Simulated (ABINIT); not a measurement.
**HfO$_{2}$: optical-spectrum calculation (part 2 of 2)**

HfO$_{2}$ (3 atoms in the cell); Kohn-Sham DFT of a periodic cell, PBE, SG15 NC PBE v1.2, no spin polarisation (ABINIT 10.8.3); cutoff 1088.46 eV, 6×6×6 k-mesh, fixed occupations. The structure derives from an entry of the Crystallography Open Database.

Geometry of the input (Å; fractional positions):
```
0.0000  2.5575  2.5575
2.5575  0.0000  2.5575
2.5575  2.5575  0.0000
Hf 0.0000  0.0000  0.0000
O  0.7500  0.7500  0.7500
O  0.2500  0.2500  0.2500
```

The program's output, continued
```
--- !ResultsGS
iteration_state: {dtset: 1, }
comment   : Summary of ground state results
lattice_vectors:
- [  0.0000000,   4.8329746,   4.8329746, ]
- [  4.8329746,   0.0000000,   4.8329746, ]
- [  4.8329746,   4.8329746,   0.0000000, ]
lattice_lengths: [   6.83486,    6.83486,    6.83486, ]
lattice_angles: [ 60.000,  60.000,  60.000, ] # degrees, (23, 13, 12)
lattice_volume:   2.2577379E+02
convergence: {deltae: -5.116E-13, res2:  4.543E-14, residm:  2.883E-17, diffor: null, }
etotal    :  -2.55896124E+02
entropy   :   0.00000000E+00
fermie    :   2.86856786E-01
cartesian_stress_tensor: # hartree/bohr^3
- [  1.22604265E-04,   0.00000000E+00,   0.00000000E+00, ]
- [  0.00000000E+00,   1.22604265E-04,   0.00000000E+00, ]
- [  0.00000000E+00,   0.00000000E+00,   1.22604265E-04, ]
pressure_GPa:  -3.6071E+00
xred      :
- [  0.0000E+00,   0.0000E+00,   0.0000E+00, Hf]
- [  7.5000E-01,   7.5000E-01,   7.5000E-01,  O]
- [  2.5000E-01,   2.5000E-01,   2.5000E-01,  O]
cartesian_forces: # hartree/bohr
- [ -0.00000000E+00,  -0.00000000E+00,  -0.00000000E+00, ]
- [ -0.00000000E+00,  -0.00000000E+00,  -0.00000000E+00, ]
- [ -0.00000000E+00,  -0.00000000E+00,  -0.00000000E+00, ]
force_length_stats: {min:   0.00000000E+00, max:   0.00000000E+00, mean:   0.00000000E+00, }
...

 Integrated electronic density in atomic spheres:
 ------------------------------------------------
 Atom  Sphere_radius  Integrated_density
    1        2.00000         22.03448763
    2        2.00000          6.34857345
    3        2.00000          6.34857345
================================================================================

 ----iterations are completed or convergence reached----

 Mean square residual over all n,k,spin=   49.898E-19; max=  28.827E-18
 reduced coordinates (array xred) for    3 atoms
       0.000000000000      0.000000000000      0.000000000000
       0.750000000000      0.750000000000      0.750000000000
       0.250000000000      0.250000000000      0.250000000000
 rms dE/dt=  0.0000E+00; max dE/dt=  0.0000E+00; dE/dt below (all hartree)
    1       0.000000000000      0.000000000000      0.000000000000
    2       0.000000000000      0.000000000000      0.000000000000
    3       0.000000000000      0.000000000000      0.000000000000

 cartesian coordinates (angstrom) at end:
    1      0.00000000000000     0.00000000000000     0.00000000000000
    2      3.83624999737331     3.83624999737331     3.83624999737331
    3      1.27874999912444     1.27874999912444     1.27874999912444

 cartesian forces (hartree/bohr) at end:
    1     -0.00000000000000    -0.00000000000000    -0.00000000000000
    2     -0.00000000000000    -0.00000000000000    -0.00000000000000
    3     -0.00000000000000    -0.00000000000000    -0.00000000000000
 frms,max,avg= 0.0000000E+00 0.0000000E+00   0.000E+00  0.000E+00  0.000E+00 h/b

 cartesian forces (eV/Angstrom) at end:
    1     -0.00000000000000    -0.00000000000000    -0.00000000000000
    2     -0.00000000000000    -0.00000000000000    -0.00000000000000
    3     -0.00000000000000    -0.00000000000000    -0.00000000000000
 frms,max,avg= 0.0000000E+00 0.0000000E+00   0.000E+00  0.000E+00  0.000E+00 e/A
 length scales=  1.000000000000  1.000000000000  1.000000000000 bohr
              =  0.529177210544  0.529177210544  0.529177210544 angstroms
 Fermi (or HOMO) energy (hartree) =   0.28686   Average Vxc (hartree)=  -0.46003
 Eigenvalues (hartree) for nkpt=  28  k points:
 kpt#   1, nband= 19, wtk=  0.02778, kpt= -0.0833 -0.1667  0.0000 (reduced coord)
  -1.95600   -0.80199   -0.79948   -0.79938   -0.37798   -0.29646   -0.11537   -0.11537
  -0.11532   -0.11162   -0.11157   -0.11140   -0.10395    0.10882    0.10938    0.12746
   0.22538    0.26491    0.26674
 prteigrs : prtvol=0 or 1, do not print more k-points.

--- !EnergyTerms
iteration_state     : {dtset: 1, }
comment             : Components of total free energy in Hartree
kinetic             :  1.17823940549423E+02
hartree             :  6.15190708535226E+01
xc                  : -2.63295511284118E+01
Ewald energy        : -2.07343613731692E+02
psp_core            :  1.43966813176682E+01
local_psp           : -1.71169465347991E+02
non_local_psp       : -4.47931863725184E+01
total_energy        : -2.55896123860000E+02
total_energy_eV     : -6.96328826520384E+03
band_energy         : -9.38723897173096E+00
...

 Cartesian components of stress tensor (hartree/bohr^3)
  sigma(1 1)=  1.22604265E-04  sigma(3 2)=  0.00000000E+00
  sigma(2 2)=  1.22604265E-04  sigma(3 1)=  0.00000000E+00
  sigma(3 3)=  1.22604265E-04  sigma(2 1)=  0.00000000E+00

-Cartesian components of stress tensor (GPa)         [Pressure= -3.6071E+00 GPa]
- sigma(1 1)=  3.60714201E+00  sigma(3 2)=  0.00000000E+00
- sigma(2 2)=  3.60714201E+00  sigma(3 1)=  0.00000000E+00
- sigma(3 3)=  3.60714201E+00  sigma(2 1)=  0.00000000E+00

================================================================================
== DATASET  2 ==================================================================

--- !DatasetInfo
iteration_state: {dtset: 2, }
dimensions: {natom: 3, nkpt: 28, mband: 31, nsppol: 1, nspinor: 1, nspden: 1, mpw: 2737, }
cutoff_energies: {ecut:  40.0, pawecutdg:  -1.0, }
electrons: {nelect:   3.80000000E+01, charge:   0.00000000E+00, occopt:   1.00000000E+00, tsmear:   1.00000000E-02, }
meta: {optdriver: 0, ionmov: 0, optcell: 0, iscf: -2, paral_kgb: 0, }
...

 mkfilename : getden/=0, take file _DEN from output of DATASET   1.

 Exchange-correlation functional for the present dataset will be:
  GGA: Perdew-Burke-Ernzerhof functional - ixc=11
  J.P.Perdew, K.Burke, M.Ernzerhof, PRL 77, 3865 (1996)

 Real(R)+Recip(G) space primitive vectors, cartesian coordinates (Bohr,Bohr^-1):
 R(1)=  0.0000000  4.8329746  4.8329746  G(1)= -0.1034560  0.1034560  0.1034560
 R(2)=  4.8329746  0.0000000  4.8329746  G(2)=  0.1034560 -0.1034560  0.1034560
 R(3)=  4.8329746  4.8329746  0.0000000  G(3)=  0.1034560  0.1034560 -0.1034560
 Unit cell volume ucvol=  2.2577379E+02 bohr^3
 Angles (23,13,12)=  6.00000000E+01  6.00000000E+01  6.00000000E+01 degrees

 getcut: wavevector=  0.0000  0.0000  0.0000  ngfft=  40  40  40
         ecut(hartree)=     40.000   => boxcut(ratio)=   2.05558
--------------------------------------------------------------------------------

================================================================================
 Non-SCF case, kpt    1 ( -0.08333 -0.16667  0.00000), residuals and eigenvalues=
  4.18E-13  9.31E-14  2.04E-13  1.64E-13  3.39E-13  8.94E-13  4.67E-13  4.58E-13
  3.85E-13  2.63E-13  3.82E-13  7.25E-13  6.47E-13  7.72E-13  5.91E-13  6.87E-13
  5.33E-13  9.70E-13  2.12E-13  8.08E-13  6.05E-13  2.61E-13  3.38E-13  6.65E-13
  4.94E-13  2.97E-13  4.13E-13  3.40E-13  3.00E-09  1.67E-07  5.25E-06
 -1.9560E+00 -8.0199E-01 -7.9948E-01 -7.9938E-01 -3.7798E-01 -2.9646E-01
 -1.1537E-01 -1.1537E-01 -1.1532E-01 -1.1162E-01 -1.1157E-01 -1.1140E-01
 -1.0395E-01  1.0882E-01  1.0938E-01  1.2746E-01  2.2538E-01  2.6491E-01
  2.6674E-01  4.4106E-01  4.4811E-01  5.3243E-01  6.3383E-01  6.4185E-01
  6.5261E-01  7.7825E-01  8.3286E-01  8.3378E-01  1.1153E+00  1.1352E+00
  1.1675E+00
 prteigrs : prtvol=0 or 1, do not print more k-points.

--- !ResultsGS
iteration_state: {dtset: 2, }
comment   : Summary of ground state results
lattice_vectors:
- [  0.0000000,   4.8329746,   4.8329746, ]
- [  4.8329746,   0.0000000,   4.8329746, ]
- [  4.8329746,   4.8329746,   0.0000000, ]
lattice_lengths: [   6.83486,    6.83486,    6.83486, ]
lattice_angles: [ 60.000,  60.000,  60.000, ] # degrees, (23, 13, 12)
lattice_volume:   2.2577379E+02
convergence: {deltae:  0.000E+00, res2:  0.000E+00, residm:  9.982E-13, diffor:  0.000E+00, }
etotal    :  -2.55896124E+02
entropy   :   0.00000000E+00
fermie    :   2.86856786E-01
cartesian_stress_tensor: null
pressure_GPa: null
xred      :
- [  0.0000E+00,   0.0000E+00,   0.0000E+00, Hf]
- [  7.5000E-01,   7.5000E-01,   7.5000E-01,  O]
- [  2.5000E-01,   2.5000E-01,   2.5000E-01,  O]
cartesian_forces: null
force_length_stats: {min: null, max: null, mean: null, }
...

 Integrated electronic density in atomic spheres:
 ------------------------------------------------
 Atom  Sphere_radius  Integrated_density
    1        2.00000         22.03448763
    2        2.00000          6.34857345
    3        2.00000          6.34857345
================================================================================

 ----iterations are completed or convergence reached----

 Mean square residual over all n,k,spin=   49.492E-14; max=  99.815E-14
 reduced coordinates (array xred) for    3 atoms
       0.000000000000      0.000000000000      0.000000000000
       0.750000000000      0.750000000000      0.750000000000
       0.250000000000      0.250000000000      0.250000000000

 cartesian coordinates (angstrom) at end:
    1      0.00000000000000     0.00000000000000     0.00000000000000
    2      3.83624999737331     3.83624999737331     3.83624999737331
    3      1.27874999912444     1.27874999912444     1.27874999912444
 length scales=  1.000000000000  1.000000000000  1.000000000000 bohr
              =  0.529177210544  0.529177210544  0.529177210544 angstroms
 Eigenvalues (hartree) for nkpt=  28  k points:
 kpt#   1, nband= 31, wtk=  0.02778, kpt= -0.0833 -0.1667  0.0000 (reduced coord)
  -1.95600   -0.80199   -0.79948   -0.79938   -0.37798   -0.29646   -0.11537   -0.11537
  -0.11532   -0.11162   -0.11157   -0.11140   -0.10395    0.10882    0.10938    0.12746
   0.22538    0.26491    0.26674    0.44106    0.44811    0.53243    0.63383    0.64185
   0.65261    0.77825    0.83286    0.83378    1.11534    1.13521    1.16749
 prteigrs : prtvol=0 or 1, do not print more k-points.

================================================================================
== DATASET  3 ==================================================================

--- !DatasetInfo
iteration_state: {dtset: 3, }
dimensions: {natom: 3, nkpt: 28, mband: 27, nsppol: 1, nspinor: 1, nspden: 1, mpw: 2737, }
cutoff_energies: {ecut:  40.0, pawecutdg:  -1.0, }
electrons: {nelect:   3.80000000E+01, charge:   0.00000000E+00, occopt:   1.00000000E+00, tsmear:   1.00000000E-02, }
meta: {optdriver: 8, wfk_task: 7, }
...

 mkfilename : getwfk/=0, take file _WFK from output of DATASET   2.

 Exchange-correlation functional for the present dataset will be:
  GGA: Perdew-Burke-Ernzerhof functional - ixc=11
  J.P.Perdew, K.Burke, M.Ernzerhof, PRL 77, 3865 (1996)

--------------------------------------------------------------------------------

 Computation of velocity matrix elements (DDK)

 Parameters extracted from the Abinit header:
    ecut:     40.0
    nkpt:    864
    mband:   31
    nsppol:  1
    nspinor: 1
    useylm:  0
    inclvkb: 2
    bmin: 1, bmax: 31
    Computing diagonal and off-diagonal matrix elements
    Between band index bmin: 1, bmax: 31

== END DATASET(S) ==============================================================
================================================================================

 -outvars: echo values of variables after computation  --------
            acell      1.0000000000E+00  1.0000000000E+00  1.0000000000E+00 Bohr
           etotal1    -2.5589612386E+02
           etotal3     0.0000000000E+00
            fcart1    -0.0000000000E+00 -0.0000000000E+00 -0.0000000000E+00
                      -0.0000000000E+00 -0.0000000000E+00 -0.0000000000E+00
                      -0.0000000000E+00 -0.0000000000E+00 -0.0000000000E+00
            fcart3     0.0000000000E+00  0.0000000000E+00  0.0000000000E+00
                       0.0000000000E+00  0.0000000000E+00  0.0000000000E+00
                       0.0000000000E+00  0.0000000000E+00  0.0000000000E+00
            rprim      0.0000000000E+00  4.8329745637E+00  4.8329745637E+00
                       4.8329745637E+00  0.0000000000E+00  4.8329745637E+00
                       4.8329745637E+00  4.8329745637E+00  0.0000000000E+00
           strten1     1.2260426486E-04  1.2260426486E-04  1.2260426486E-04
                       0.0000000000E+00  0.0000000000E+00  0.0000000000E+00
           strten3     0.0000000000E+00  0.0000000000E+00  0.0000000000E+00
                       0.0000000000E+00  0.0000000000E+00  0.0000000000E+00
           xangst      0.0000000000E+00  0.0000000000E+00  0.0000000000E+00
                       3.8362499974E+00  3.8362499974E+00  3.8362499974E+00
                       1.2787499991E+00  1.2787499991E+00  1.2787499991E+00
             xred      0.0000000000E+00  0.0000000000E+00  0.0000000000E+00
                       7.5000000000E-01  7.5000000000E-01  7.5000000000E-01
                       2.5000000000E-01  2.5000000000E-01  2.5000000000E-01
 Calculation completed.
```

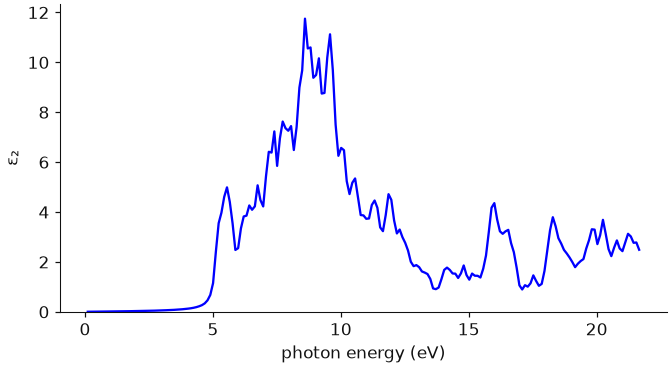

Figure 1. Imaginary part of the dielectric function (first component that the program prints). The highest peak, 11.8, lies at 8.60 eV.

Key numbers

| quantity | value |
| --- | --- |
| outcome | converged |
| space group (tolerance 0.01 Å) | Fm-3m (225) |
| electrons treated | 38 |
| free energy | −6963.2883 eV |
| Fermi energy | 7.806 eV |
| pressure | −3.61 GPa |
| largest force (length of the vector) | under 0.001 eV/Å |
| hardware | 1 thread of AMD EPYC (Zen 3), 64 GiB of memory available, shared host |
| wall time | 5.3 min |
| peak memory | 1.3 GiB |

Notes

Spin–orbit coupling is left out, which matters for Hf.
